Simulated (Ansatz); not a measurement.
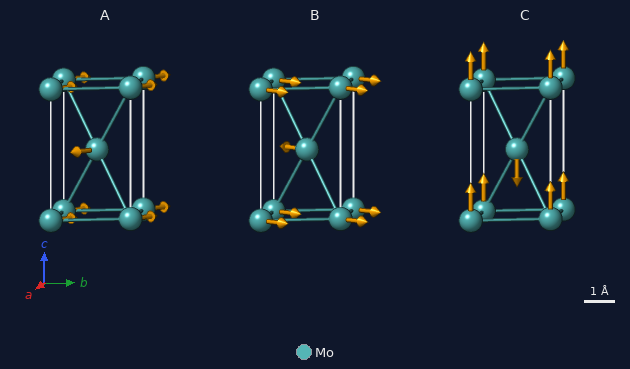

Three modes of solid Mo at the zone centre of a doubled cell, in no order. Displacements are drawn as orange arrows; their common scale and sign are arbitrary. Style: ball-and-stick. Shown: the cell of the calculation, from a free direction.

These are results of DFT PBEsol, scalar-relativistic, plane waves, PAW (Ansatz), not measurements. Settings: plane-wave cutoff 420 eV; k-point mesh 24 × 24 × 14; occupations gaussian; smearing width 0.15 eV; no spin polarisation.

Order them from the lowest to the highest frequency (imaginary ones first).

Answer. B (140 cm⁻¹), A (197 cm⁻¹), C (272 cm⁻¹). B, non-degenerate: All motion is along [1 1 0] of the drawn cell; atoms of one kind move against one another, with no net shift of their sublattice. A, non-degenerate: All motion is along [1 −1 0] of the drawn cell; atoms of one kind move against one another, with no net shift of their sublattice. C, non-degenerate: All motion is along c of the drawn cell; atoms of one kind move against one another, with no net shift of their sublattice. The crystal is metallic in this run.
